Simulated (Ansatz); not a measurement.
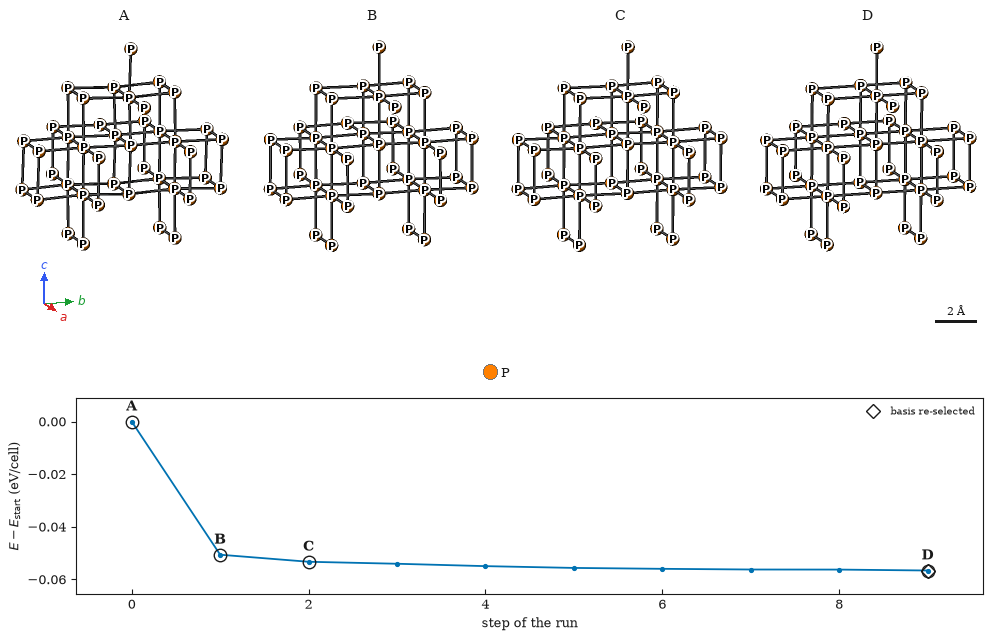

Frames of a relaxation of crystalline P (a generated structure, set up in P1) (coarse preliminary run), marked on the history of the run. Style: ball-and-stick. Shown: the cell of the calculation, slightly off an axis.

The calculation used Ansatz 0.2.0, DFT PBE, scalar-relativistic, plane waves, PAW.

Input
```yaml
crystal:
  lattice:
    - [0.0393770038, -2.4561696174, -0.0080506549]
    - [-4.8023042488, 0.0787540076, 0.0299385722]
    - [0.0299385722, -0.0161013098, -4.8858028208]
  atoms:
    - { symbol: P, position: [0.0071264946, -0.0081443898, 0.0156008616] }
    - { symbol: P, position: [0.0010717566, -0.0010831617, 0.5030556991] }
    - { symbol: P, position: [0.9745217704, 0.4990344894, 0.9864289623] }
    - { symbol: P, position: [1.0172799784, 0.510193062, 0.494914477] }
basis:
  ecutwfc: 420
kpoints:
  mp_grid: { grid: [8, 4, 4] }
hamiltonian:
  xc: pbe
scf:
  occupations: { method: gaussian, width: 0.2 }
  lower_state_search: "off"
output:
  forces: true
  stress: true
  eigenvalues: true
relax:
  adjacent_minimum: "off"
  f_tol: 0.025
  max_steps: 60
  cell: { stress_tol: 0.25 }
```

Command:
```bash
ansatz run input.yaml --threads 1 --pin off --max-ram 2560MiB --backend cpu --events-out ev --progress --plain --runs-dir out
```

### What happens along the run?

P3 moves most relative to the cell: 0.10 Å roughly along [2 1 1]. The volume changes by +1.9 %, with a 2.456 → 2.453 Å (−0.1 %), b 4.803 → 4.879 Å (+1.6 %), c 4.886 → 4.906 Å (+0.4 %), α 90.7° → 90.0°, β 89.6° → 90.0°, γ 91.9° → 90.0°. Among the contacts that change: P1–P3 2.446 → 2.531 Å, P2–P4 2.456 → 2.531 Å, P1–P2 2.381 → 2.455 Å, P1–P2 (another image) 2.505 → 2.451 Å. Among the angles between lasting bonds that change: P3–P1–P3 172.2° → 179.9°, P3–P4–P3 174.5° → 180.0°, P1–P3–P4 95.2° → 90.0°. The space group (tolerance 0.01 Å) goes from P1 (No. 1) to P4/mmm (No. 123). After 8 accepted moves (9 points after the start) the energy has fallen by 56.6 meV per cell of the calculation. The largest force component goes from 0.28 to 0.0014 eV/Å. The pressure goes from 2.10 to 0.13 GPa. The SCF was repeated once at an unchanged geometry on a basis and grid sized afresh for the cell, which shifted the energy by 0.3 meV per cell of the calculation at most. The run took 60 s on 1 thread of Arm Neoverse V2, with other jobs on the host, peak memory 0.35 GiB. From step 0 to 1: P3 moves most (0.08 Å), volume +1.4 %, energy −50.6 meV per cell of the calculation. From step 1 to 2: volume +0.3 %, energy −2.7 meV per cell of the calculation. From step 2 to 9: P1 moves most (0.03 Å), volume +0.2 %, energy −3.3 meV per cell of the calculation.
